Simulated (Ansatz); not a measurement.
# Calculations on Te

### Relaxation

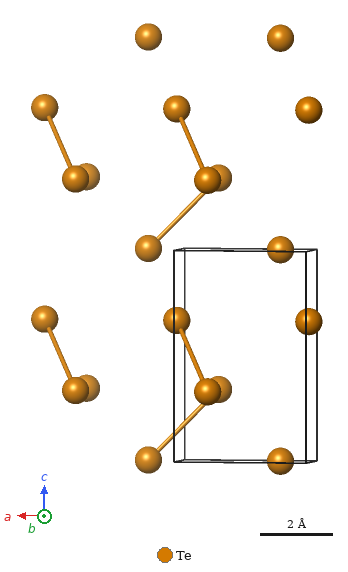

A crystal of Te (set up in P3_121) (coarse preliminary run), before the relaxation. A ball-and-stick model of the cell of the calculation, repeated 2 × 1 × 2 with one cell outlined, seen from a free direction.

Computed with Ansatz, DFT PBE, scalar-relativistic, plane waves, PAW.

Input
```yaml
crystal:
  lattice:
    - [4.4579994587, 0.0, 0.0]
    - [-2.2289997294, 3.8607407813, 0.0]
    - [0.0, 0.0, 5.925]
  atoms:
    - { symbol: Te, position: [0.745, 0.0, 0.3333333333] }
    - { symbol: Te, position: [0.0, 0.745, 0.6666666667] }
    - { symbol: Te, position: [0.255, 0.255, 0.0] }
basis:
  ecutwfc: 420
kpoints:
  mp_grid: { grid: [6, 6, 4] }
hamiltonian:
  xc: pbe
scf:
  occupations: { method: gaussian, width: 0.1 }
output:
  forces: true
  stress: true
  eigenvalues: true
relax:
  adjacent_minimum: "off"
  f_tol: 0.05
  max_steps: 80
  cell: { stress_tol: 0.5 }
```

Launched with:
```bash
ansatz run input.yaml --threads 1 --pin off --max-ram 2560MiB --backend cpu --events-out ev --progress --plain --runs-dir out
```

Q: Where does the relaxation end?

A: The energy falls by 26.4 meV per atom in 3 accepted moves (4 points after the start). The largest force component goes from 0.61 to 0.021 eV/Å. Pressure: 3.16 GPa at the start and −0.14 GPa at the end. The SCF was repeated once at an unchanged geometry on a basis and grid sized afresh for the cell, which shifted the energy by 0.2 meV per atom at most. The largest moves relative to the cell, 0.054 Å, are those of Te1, Te2 and Te3. Te1 goes along −a. Cell: a = b 4.458 → 4.551 Å (+2.1 %), c 5.925 → 5.932 Å (+0.1 %). Volume +4.4 %. Some distances before and after: Te1–Te2 2.789 → 2.887 Å. Among the angles between lasting bonds that change: Te2–Te1–Te3 104.6° → 101.7°. The space group stays P3_121 (No. 152). Cost: 29 s on 1 thread of Arm Neoverse V2, on a shared host, peak memory 0.34 GiB.

Step by step:

```
step  E − E(0), meV/atom  largest force component, eV/Å  pressure, GPa  volume, Å³/atom                      note
   0                0.00                         0.6096           3.16           33.992                          
   1              -13.47                         0.2598          -2.04           36.939                          
   2              -21.78                         0.0146           0.78           34.811                          
   3              -26.22                         0.0212          -0.14           35.471                          
   4              -26.43                         0.0213          -0.14           35.471  same geometry, new basis
```

After the run, drawn alike:

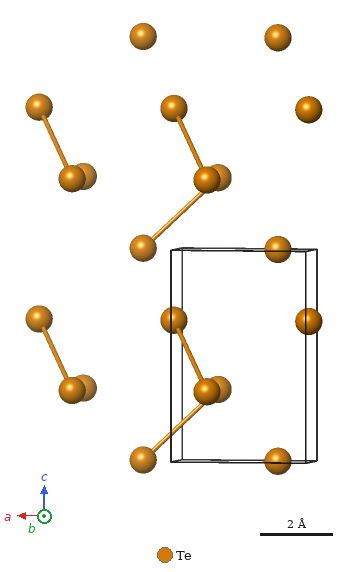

### Relaxation

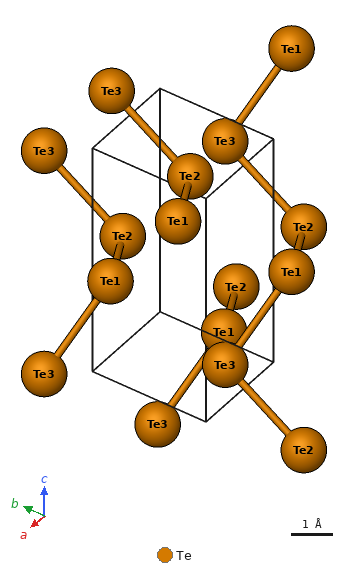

A crystal of Te (set up in P3_121), before the relaxation. Style: ball-and-stick. Shown: the cell of the calculation, from a free direction.

These are results of DFT PBE, scalar-relativistic, plane waves, PAW (Ansatz 0.2.0), not measurements.

Input file:
```yaml
crystal:
  lattice:
    - [4.551386123, 0.0, 0.0]
    - [-2.2756930615, 3.941616005, 0.0]
    - [0.0, 0.0, 5.931623187]
  atoms:
    - { symbol: Te, position: [0.7331014983, 0.0, 0.3333333333] }
    - { symbol: Te, position: [0.0, 0.7331014983, 0.6666666667] }
    - { symbol: Te, position: [0.2668985017, 0.2668985017, 0.0] }
basis:
  ecutwfc: 420
kpoints:
  mp_grid: { grid: [12, 12, 6] }
hamiltonian:
  xc: pbe
scf:
  occupations: { method: gaussian, width: 0.01 }
output:
  forces: true
  stress: true
  eigenvalues: true
relax:
  adjacent_minimum: "off"
  f_tol: 0.005
  max_steps: 80
  cell: { stress_tol: 0.05 }
```

Launched with:
```bash
ansatz run input.yaml --threads 1 --pin off --max-ram 2560MiB --backend cpu --events-out ev --progress --plain --runs-dir out
```

**What does the optimiser find from here?**

The largest moves relative to the cell, 0.004 Å, are those of Te1, Te2 and Te3. Te2 goes along −b. The drawn cell changes as follows: a = b 4.551 → 4.523 Å (−0.6 %), c 5.932 → 5.955 Å (+0.4 %); the volume changes by −0.9 %. The space group stays P3_121 (No. 152). The energy falls by 0.7 meV per cell of the calculation in 3 accepted moves (4 points after the start). The largest force component goes from 0.013 to 0.0035 eV/Å. The pressure goes from −0.16 to −0.01 GPa. The SCF was repeated once at an unchanged geometry on a basis and grid sized afresh for the cell, which shifted the energy by 0.1 meV per cell of the calculation at most. The run took 2 min on 1 thread of Arm Neoverse V2, with other jobs on the host, peak memory 0.49 GiB.

### A change

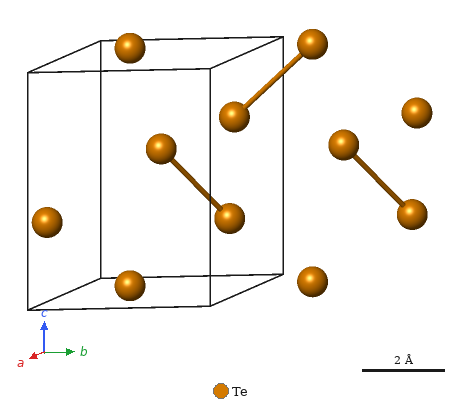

This is solid Te (set up in P3_121). Style: ball-and-stick. Shown: the cell of the calculation, repeated 1 × 2 × 1 with one cell outlined, slightly off an axis.

All numbers below come from DFT PBE, scalar-relativistic, plane waves, PAW in Ansatz. Set-up: plane-wave cutoff 420 eV; k-point mesh 12 × 12 × 6; occupations gaussian; smearing width 0.01 eV; no spin polarisation.

The variant: Biaxial strain in the a–b plane, −4.5 %, is applied. The c axis and the atoms are relaxed.

Input
```yaml
crystal:
  lattice:
    - [4.3190905598, 0.0, 0.0]
    - [-2.1595452799, 3.740442146, 0.0]
    - [0.0, 0.0, 6.1162670783]
  atoms:
    - { symbol: Te, position: [0.724748499, 0.0, 0.3333333333] }
    - { symbol: Te, position: [0.0, 0.724748499, 0.6666666667] }
    - { symbol: Te, position: [0.275251501, 0.275251501, 0.0] }
basis:
  ecutwfc: 420
kpoints:
  mp_grid: { grid: [12, 12, 6] }
hamiltonian:
  xc: pbe
scf:
  occupations: { method: gaussian, width: 0.01 }
output:
  forces: true
  stress: true
  eigenvalues: true
relax:
  adjacent_minimum: "off"
  f_tol: 0.008
  max_steps: 40
  cell: { stress_tol: 0.015, fix: [a, b, gamma] }
```

Launched with:
```bash
ansatz run input.yaml --threads 1 --pin off --max-ram 2560MiB --backend cpu --events-out ev --progress --plain --runs-dir out
```

Q: What is the effect?

A: Energy change: +12.5 meV per atom. The pressure goes from 0.0 to 1.0 GPa. The principal stresses (compression positive) are 0.0 GPa along c and 1.5 GPa across it. The volume changes by −6.1 %, with a = b 4.523 → 4.319 Å (−4.5 %), c 5.955 → 6.133 Å (+3.0 %). The largest moves relative to the cell, 0.046 Å, are those of Te1, Te2 and Te3. Te1 goes along −a. Among the bonded contacts that change: Te–Te 2.888 → 2.919 Å. The space group stays P3_121 (No. 152).

The changed structure in the same view:

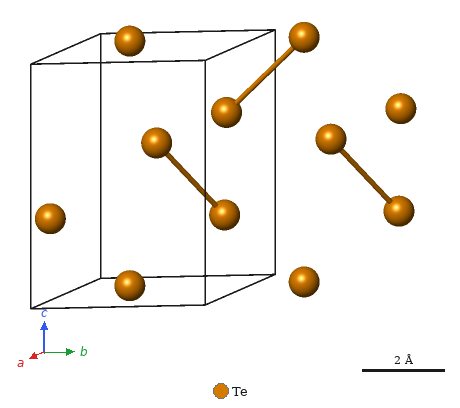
